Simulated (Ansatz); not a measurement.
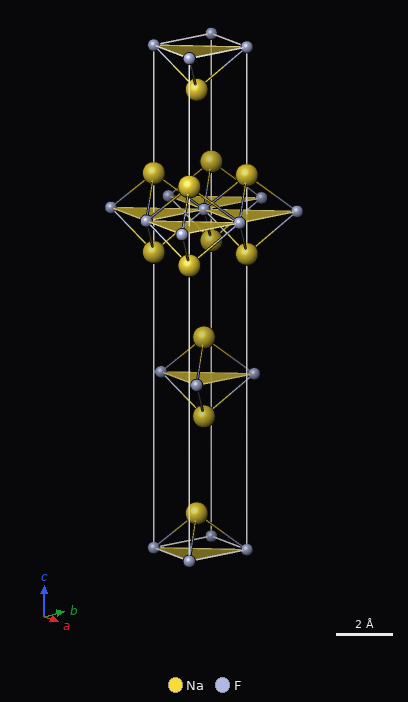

Fig. 1: The starting structure (polyhedral view of the cell 3 times as large as that of the calculation, set on its symmetry axes, seen slightly off an axis; polyhedra are completed across the faces of the cell).

Geometry relaxation, with input and output: Na2F

- system: Na2F (3 atoms in the cell)
- method: DFT PBE, scalar-relativistic, plane waves, PAW, no spin polarisation (Ansatz 0.2.0)

The structure was made by swapping elements on the sites of another compound; it need not be a known phase. It belongs to a series of runs on one base structure; here: 3R molybdenite type (R3m, No. 160).

The program's output:
```
basis.fft_grid_basis auto: the FFT boxes are laid along the combinations [[1, -1, 0], [0, 1, 0], [0, -1, 1]] of the cell's own vectors, 3.368, 6.384 and 3.368 Å long. The dense box has 24×45×24 points. Along the cell's own vectors, as sized, it would have 45×45×45, 3.52 times as many. Of the 6 symmetry operations that the crystal satisfies within crystal.symmetry.tolerance (time reversal apart; of a slab, those that keep its plane) the dense box along the cell's own vectors carries 6, and the one as laid loses 4 of those. basis.fft_grid_basis: typed keeps the cell's own vectors: state it where this run's energies or levels are differenced outside the engine with another run's, or held beside a run that keeps those vectors. Those combinations have planes normal to reciprocal vector 3, as the cell's own vectors have. Each planar average written beside output.write_density, output.write_potential has a row for each plane of the box: 24. The volumetric files lie along those combinations, not along the cell's own vectors: a cube or XSF file states them, and fields.json those of NumPy files.
Engine: ansatz 0.2.0, x86_64-unknown-linux-gnu
Pseudopotentials: kind: paw
Pseudopotential: Na, paw, valence charge 9, recommended cutoff 420 eV (normal), Na.paw.azcp
Pseudopotential: F, paw, valence charge 7, recommended cutoff 420 eV (normal), F.paw.azcp
Functional definition: PBE
  parameter kappa = 0.804
  parameter beta = 0.06672455060314922
  exchange = pbe_x(kappa = kappa, mu = beta*pi^2/3)
  correlation = pbe_c(beta = beta)
Crystal: 3 atoms, lattice volume = 59.721 Å³
Basis set: ecut = 420 eV, 1191 PW (Γ), FFT grids on a1−a2, a2, −a2+a3, exchange–correlation on 48×90×48 points (8 copies of the dense FFT grid, shifted against one another)
Bands: 17, of which v1, the nominal top of the filled ones, is band 13 counted from 1 (12 counted from 0)
Symmetry: 6 space group operations
Space group: R3m (ITA 160), of the structure as read, at distance tolerance 3.9e-5 Å
k-points: 580 of 5832 (time reversal used)
Non-local potential: Na, projectors of the file, l = 0: 3, l = 1: 2, l = 2: 1
Non-local potential: F, projectors of the file, l = 0: 2, l = 1: 2, l = 2: 1
PAW form: soft (Blöchl's): semilocal exchange-correlation on the pseudo side does not see the compensation charge
PAW one-centre angular grid: Na, 110 points (default); XC on 64 Gauss nodes
PAW one-centre angular grid: F, 110 points (default); XC on 64 Gauss nodes
Initial density: superposition of atomic densities (neutral atoms: chi_scale 0, normalization atom), corrected by the library's trained network
Initial wavefunctions: pseudopotential atomic-orbital guess
Functional: x = pbe(κ = 0.804, μ = 0.2195149727645171), c = pbe(β = 0.06672455060314922)
SCF iter   1: F=—  HF=-3783.464413 eV  |F-HF|=—  |Δ(HF+E_count)|=         —  Δρ=1.42e-3  dr2=6.89e-4  ethr=1.77e-3  ⟨swp⟩=5.1  Hψ=45734  notcnv=0
preconditioner: auto → LDOS  [metal: Δε(μ)=0.024 eV  Ē_g=10.390 eV  σ=0.100 eV  W_gap=0.14  n_scr=16 (ndim 8)  ℏωp=12.7 eV  f_vac=0.028  D(μ)=0.38/eV (n_scr^D=2)  β→1.0]
SCF iter   2: F=—  HF=-3783.463998 eV  |F-HF|=—  |Δ(HF+E_count)|=   4.15e-4  Δρ=9.62e-4  dr2=3.47e-4  ethr=2.75e-6  ⟨swp⟩=2.0  Hψ=21729  notcnv=0
SCF iter   3: F=—  HF=-3783.463943 eV  |F-HF|=—  |Δ(HF+E_count)|=   5.41e-5  Δρ=6.48e-4  dr2=1.50e-4  ethr=1.39e-6  ⟨swp⟩=2.0  Hψ=12507  notcnv=0
SCF iter   4: F=—  HF=-3783.463912 eV  |F-HF|=—  |Δ(HF+E_count)|=   3.18e-5  Δρ=2.25e-4  dr2=1.86e-5  ethr=5.99e-7  ⟨swp⟩=2.0  Hψ=11391  notcnv=0
SCF iter   5: F=—  HF=-3783.463946 eV  |F-HF|=—  |Δ(HF+E_count)|=   3.48e-5  Δρ=5.75e-5  dr2=1.31e-6  ethr=7.43e-8  ⟨swp⟩=2.0  Hψ=11571  notcnv=0
SCF iter   6: F=-3783.463946 eV  HF=-3783.463946 eV  |F-HF|=1.62e-9  |Δ(HF+E_count)|=   2.88e-7  Δρ=5.82e-6  dr2=1.65e-8  ethr=4.00e-10  ⟨swp⟩=6.9  Hψ=58726  notcnv=0
SCF 1 converged in 6 iterations: F = -3783.463946 eV  dr2 = 1.65e-8
  greatest PAW one-centre occupation: 0.999 electrons in one spin orbital (limit 2), on the Na atom at site 1 (counted from 0), in its partial waves of l = 0
relax step   1: F+E_penalty+E_count = -3783.46394616 eV  Δ(F+E_penalty+E_count) = +0.000e0 eV  max|allowed force component| = 3.786e-3 eV/Å  Δτ_max = 0.0000 Å  P = +0.077 GPa  Ω = 59.721 Å³  (6 SCF iters, dr2 threshold 1.00e-7 eV, accepted)
Crystal: 3 atoms, lattice volume = 59.860 Å³
Initial density: handed on by an earlier stage of this run
Initial wavefunctions: those handed on with the density
iter 1 solved again at ethr=3.41e-7 eV; its pass at ethr=3.10e-3 eV (dr2=8.53e-5 eV) is discarded
SCF iter   1: F=—  HF=-3783.463810 eV  |F-HF|=—  |Δ(HF+E_count)|=         —  Δρ=3.32e-4  dr2=8.80e-5  ethr=3.41e-7  ⟨swp⟩=2.6  Hψ=53747  notcnv=0
preconditioner: auto → LDOS  [metal: Δε(μ)=0.021 eV  Ē_g=10.396 eV  σ=0.100 eV  W_gap=0.12  n_scr=16 (ndim 8)  ℏωp=12.7 eV  f_vac=0.028  D(μ)=0.38/eV (n_scr^D=2)  β→1.0]
SCF iter   2: F=—  HF=-3783.463842 eV  |F-HF|=—  |Δ(HF+E_count)|=   3.11e-5  Δρ=4.71e-4  dr2=8.60e-5  ethr=3.41e-7  ⟨swp⟩=2.0  Hψ=15973  notcnv=0
SCF iter   3: F=—  HF=-3783.463821 eV  |F-HF|=—  |Δ(HF+E_count)|=   2.11e-5  Δρ=1.90e-4  dr2=1.23e-5  ethr=3.41e-7  ⟨swp⟩=2.0  Hψ=12242  notcnv=0
SCF iter   4: F=—  HF=-3783.463815 eV  |F-HF|=—  |Δ(HF+E_count)|=   5.33e-6  Δρ=2.87e-5  dr2=2.79e-7  ethr=4.90e-8  ⟨swp⟩=2.0  Hψ=11970  notcnv=0
SCF iter   5: F=-3783.463815 eV  HF=-3783.463815 eV  |F-HF|=3.34e-9  |Δ(HF+E_count)|=   6.19e-8  Δρ=4.45e-6  dr2=8.93e-9  ethr=9.26e-11  ⟨swp⟩=5.1  Hψ=58494  notcnv=0
SCF 2 converged in 5 iterations: F = -3783.463815 eV  dr2 = 8.93e-9
relax step   2: F+E_penalty+E_count = -3783.46381515 eV  Δ(F+E_penalty+E_count) = +1.310e-4 eV  max|allowed force component| = 7.464e-3 eV/Å  Δτ_max = 0.0012 Å  P = +0.031 GPa  Ω = 59.860 Å³  energy of the carried Pulay correction = -1.708e-4 eV  (5 SCF iters, dr2 threshold 2.31e-8 eV, accepted)
Initial wavefunctions: pseudopotential atomic-orbital guess (no wavefunctions were taken with the density)
iter 1 solved again at ethr=2.39e-8 eV; its pass at ethr=3.10e-3 eV (dr2=5.98e-6 eV) is discarded
SCF iter   1: F=—  HF=-3783.463721 eV  |F-HF|=—  |Δ(HF+E_count)|=         —  Δρ=1.37e-4  dr2=2.60e-7  ethr=2.39e-8  ⟨swp⟩=3.1  Hψ=73213  notcnv=0
preconditioner: auto → LDOS  [metal: Δε(μ)=0.022 eV  Ē_g=10.382 eV  σ=0.100 eV  W_gap=0.12  n_scr=16 (ndim 8)  ℏωp=12.7 eV  f_vac=0.028  D(μ)=0.38/eV (n_scr^D=2)  β→1.0]
SCF iter   2: F=—  HF=-3783.463993 eV  |F-HF|=—  |Δ(HF+E_count)|=   2.73e-4  Δρ=1.28e-5  dr2=5.85e-8  ethr=1.04e-9  ⟨swp⟩=2.0  Hψ=17175  notcnv=0
SCF iter   3: F=—  HF=-3783.463993 eV  |F-HF|=—  |Δ(HF+E_count)|=   2.63e-8  Δρ=1.17e-5  dr2=4.88e-8  ethr=2.34e-10  ⟨swp⟩=2.0  Hψ=15847  notcnv=0
SCF iter   4: F=—  HF=-3783.463993 eV  |F-HF|=—  |Δ(HF+E_count)|=   1.63e-8  Δρ=3.86e-6  dr2=5.06e-9  ethr=1.95e-10  ⟨swp⟩=2.0  Hψ=11593  notcnv=0
SCF iter   5: F=—  HF=-3783.463993 eV  |F-HF|=—  |Δ(HF+E_count)|=  8.20e-10  Δρ=1.27e-6  dr2=5.98e-10  ethr=2.02e-11  ⟨swp⟩=2.7  Hψ=18197  notcnv=0
SCF iter   6: F=-3783.463993 eV  HF=-3783.463993 eV  |F-HF|=3.64e-12  |Δ(HF+E_count)|=  1.06e-10  Δρ=1.56e-7  dr2=1.13e-11  ethr=1.00e-12  ⟨swp⟩=4.4  Hψ=43290  notcnv=0
SCF 3 converged in 6 iterations: F = -3783.463993 eV  dr2 = 1.13e-11
relax step   3: F+E_penalty+E_count = -3783.46399343 eV  Δ(F+E_penalty+E_count) = -1.783e-4 eV  max|allowed force component| = 7.483e-3 eV/Å  Δτ_max = 0.0000 Å  P = +0.037 GPa  Ω = 59.860 Å³  stress off target by 3.79e-2 GPa  SCF on the basis re-selected at this cell (its energy is not comparable with the rows above)  (6 SCF iters)
```

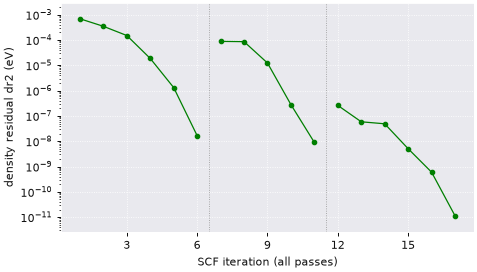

Fig. 2: Convergence of the self-consistent field: density residual dr2 against the SCF iteration. The dotted lines part the SCF passes of the relaxation: geometry steps, rejected trials and re-solves on a re-selected basis. The passes take 6, 5 and 6 iterations.

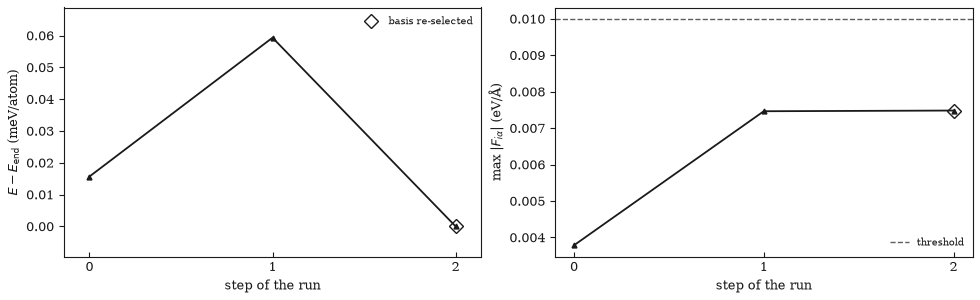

Fig. 3: Progress of the relaxation, step by step (the first geometry is step 0 here and step 1 in the log). After 1 geometry step the energy has risen by next to nothing (0.0 meV per atom). The largest force component goes from 0.0038 to 0.0075 eV/Å. Pressure: 0.08 GPa at the start and 0.04 GPa at the end. The atoms keep their places relative to the cell (all moves are under 0.005 Å). The volume changes by +0.2 %, with a = b 3.368 → 3.371 Å (+0.1 %), c 18.241 → 18.246 Å (0.0 %). The space group stays R3m (No. 160). A last SCF at the same geometry on a re-selected plane-wave basis shifts the energy by −0.1 meV per atom. (Atoms are counted from 1 in the order of the input.)

```
basis re-selected at this cell: Δ(F+E_penalty+E_count) = -1.783e-4 eV, ΔP = +0.006 GPa vs the last step (what re-selecting the basis moved, of the pressure what is left beyond the Pulay correction that the steps carried, after the strain that the cell walked since its last selection, with what the two solves' SCF thresholds leave and, on support functions, any second-order correction that the steps lacked; it is no measure of the basis error at this ecutwfc). This SCF's stress stands 3.79e-2 GPa from its target on what of the cell is left free (relax.cell.stress_tol is 5.00e-2 GPa) and its largest allowed force component is 7.48e-3 eV/Å (relax.f_tol is 1.00e-2 eV/Å): within both
SCF converged after 6 iterations
Free energy (F): -3783.463993 eV
Harris-Foulkes:  -3783.463993 eV  (|F-HF|=3.64e-12)
Internal energy: -3783.462083 eV  (E = F + TS)
E sigma→0 (E₀):  -3783.463038 eV
Entropy (-TS):   -0.001910 eV (-0.637 meV/atom)
Fermi energy:    4.077360 eV
--- Per-component energies (eV) ---
  E_band       = -497.340160
  E_kinetic    = 448.627709
  E_local      = -3506.569700  (includes V_loc(G=0)·N_el)
  E_nonlocal   = 303.601673
  E_hartree    = 1302.866108
  E_xc         = -158.457137
  E_vxc        = -203.322017  (∫ρ·V_xc dr)
  E_paw        = -726.591782  (= ΣΔE_a)
  E_vpaw       = -145.412061  (= ΣTr[D̂ρ^β])
  E_aug_tail   = 0.002136  (compensation charges beyond the density's cutoff)
  E_ewald      = -1446.941090
  E_smearing   = -0.001910  (= −TS)
  E_closure    = -0.000000  (closes the sum)
  Σ components = -3783.463993   (vs F -3783.463993, Δ=0.00e0)
--- Forces (eV/Å), atoms counted from 1 ---
  atom   1  Na     0.00000000     0.00000000    -0.00748239
  atom   2  Na    -0.00000000     0.00000000     0.00723139
  atom   3  F     -0.00000000    -0.00000000     0.00025367
  max |Σ_I F_I| component: 2.67e-6 eV/Å
--- Stress (GPa, compression-positive) ---
        0.037931       0.000000       0.000000
        0.000000       0.037931      -0.000000
        0.000000      -0.000000       0.035442
  P = ⅓ Tr σ = 0.0371 GPa (0.371 kbar)
--- Band table (eV; the first three rows and the last of 580) ---
  k-point 0: bands = ["-49.0688", "-49.0577", "-21.2381", "-20.9592", "-20.9592", "-20.9474", "-20.9474", "-20.9160", "-20.1021", "-2.2458", "-1.4568", "-1.4568", "1.3773", "6.4972", "6.9260", "14.4950", "16.9532"]
  k-point 1: bands = ["-49.0686", "-49.0575", "-21.2358", "-20.9633", "-20.9597", "-20.9497", "-20.9479", "-20.9159", "-20.0992", "-2.2358", "-1.4981", "-1.4627", "1.4453", "6.4989", "7.0368", "14.4676", "16.0414"]
  k-point 2: bands = ["-49.0681", "-49.0571", "-21.2292", "-20.9748", "-20.9613", "-20.9563", "-20.9495", "-20.9155", "-20.0911", "-2.2072", "-1.6111", "-1.4793", "1.6429", "6.5447", "7.3232", "14.1687", "14.8913"]
  k-point 579: bands = ["-49.0680", "-49.0585", "-21.2241", "-20.9606", "-20.9606", "-20.9459", "-20.9459", "-20.9354", "-20.0967", "-2.3405", "-1.4566", "-1.4566", "2.1163", "4.1726", "10.2804", "11.4929", "16.6780"]
--- Relaxed structure (2 steps of the walk, 2 accepted, 1 SCFs on fresh bases) ---
  F+E_penalty+E_count = -3783.46399343 eV   max|allowed force component| = 7.483e-3 eV/Å   (the final SCF, on the basis selected at the relaxed cell)
  cell:  # Å, volume = 59.8601 Å³
    - [1.6856056497120597, 0.973184875608812, 6.08183552143009]
    - [-1.6856056497120597, 0.973184875608812, 6.08183552143009]
    - [1.2265396367023281e-18, -1.946369751217624, 6.08183552143009]
  atoms:
    - { symbol: Na, position: [0.25479520278601026, 0.25479520278601026, 0.25479520278601026] }
    - { symbol: Na, position: [0.41177960113196854, 0.41177960113196854, 0.41177960113196854] }
    - { symbol: F, position: [0.0001251960820212906, 0.0001251960820212906, 0.0001251960820212906] }
```

Trajectory as extended XYZ (Å, eV, eV/Å), 3 frames, from step=1 to step=3:
```
3
Lattice="1.6839 0.9722 6.0803 -1.6839 0.9722 6.0803 0.0000 -1.9444 6.0803" Properties=species:S:1:pos:R:3:forces:R:3 step=1 energy=-3783.46395 pressure_GPa=0.08
Na    0.0000    0.0000    4.6465    0.0000   0.0000  -0.0038
Na    0.0000    0.0000    7.5124    0.0000   0.0000   0.0035
F     0.0000    0.0000    0.0023    0.0000   0.0000   0.0003
3
Lattice="1.6856 0.9732 6.0818 -1.6856 0.9732 6.0818 0.0000 -1.9464 6.0818" Properties=species:S:1:pos:R:3:forces:R:3 step=2 energy=-3783.46382 pressure_GPa=0.03
Na    0.0000    0.0000    4.6489    0.0000   0.0000  -0.0075
Na    0.0000    0.0000    7.5131    0.0000   0.0000   0.0072
F     0.0000    0.0000    0.0023    0.0000   0.0000   0.0003
3
Lattice="1.6856 0.9732 6.0818 -1.6856 0.9732 6.0818 0.0000 -1.9464 6.0818" Properties=species:S:1:pos:R:3:forces:R:3 step=3 energy=-3783.46399 pressure_GPa=0.04
Na    0.0000    0.0000    4.6489    0.0000   0.0000  -0.0075
Na    0.0000    0.0000    7.5131    0.0000   0.0000   0.0072
F     0.0000    0.0000    0.0023    0.0000   0.0000   0.0003
```

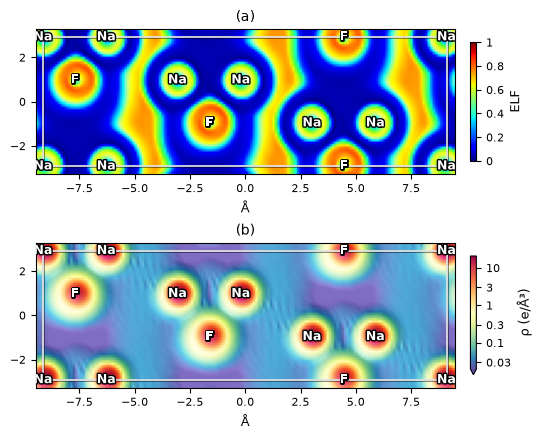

Fig. 4: (a) ELF; (b) valence charge density (pseudo) on the (110) plane of the conventional cell. Atoms in the plane: Na and F. Na–F (2.41 Å): ρ at the midpoint is about 0.12 e/Å³; the ELF is about 0.05 at the midpoint; no shared pair; the contact is polar. Away from the nuclei the density in this plane falls to 0.01 e/Å³ at its lowest.  The strong features right at Na lie inside the PAW spheres (semicore, d or f shells) and say nothing about bonding. The fields are those of the smooth PAW valence density.

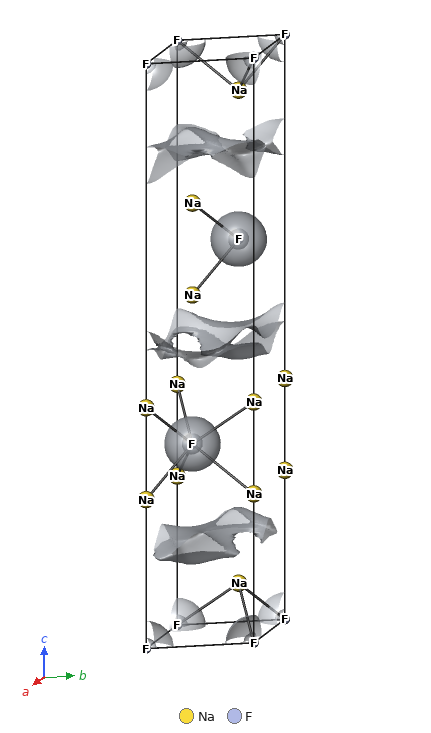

Fig. 5: Isosurface of the ELF at 0.7 (grey), seen slightly off an axis. Core shells and regions of very low density are left out. Sticks mark near contacts. The outline is the cell set on symmetry axes. Values along the shortest contacts: Na–F (2.41 Å): the ELF is about 0.05 at the midpoint; no shared pair; the contact is polar.

The run was set up as follows.

Input:
```yaml
crystal:
  lattice:
    - [1.6838580655, 0.9721759074, 6.0802695125]
    - [-1.6838580655, 0.9721759074, 6.0802695125]
    - [0.0, -1.9443518148, 6.0802695125]
  atoms:
    - { symbol: Na, position: [0.2547313981, 0.2547313981, 0.2547313981] }
    - { symbol: Na, position: [0.411845076, 0.411845076, 0.411845076] }
    - { symbol: F, position: [0.0001235259, 0.0001235259, 0.0001235259] }
basis:
  ecutwfc: 420
kpoints:
  mp_grid: { grid: [18, 18, 18] }
hamiltonian:
  xc: pbe
scf:
  occupations: { method: gaussian, width: 0.1 }
output:
  forces: true
  stress: true
  eigenvalues: true
  write_density: true
  write_potential: true
  elf: true
  volumetric_format: npy
relax:
  adjacent_minimum: "off"
  f_tol: 0.01
  max_steps: 80
  cell: { stress_tol: 0.05 }
```

Launched with:
```bash
ansatz run input.yaml --threads 1 --pin off --max-ram 2560MiB --backend cpu --events-out ev --progress --plain --runs-dir out
```

Summary:

- outcome: converged
- space group (tolerance 0.01 Å): R3m (160)
- electrons treated: 25
- free energy: −3783.4640 eV
- Fermi energy: 4.077 eV
- gap on the k-point mesh: none (metallic)
- pressure: 0.04 GPa
- final volume: 59.86 Å³
- largest force (length of the vector) at the end: 0.007 eV/Å
- final cell: a = 6.386 Å, b = 6.386 Å, c = 6.386 Å, α = 30.61°, β = 30.61°, γ = 30.61°
- hardware: 1 thread of Intel Xeon (Sapphire Rapids), 192 GiB of memory available, shared host
- wall time: 1.9 min
- peak memory: 0.89 GiB

Notes:

The cell holds an odd number of electrons but the run has no spin polarisation, so it comes out as a metal.
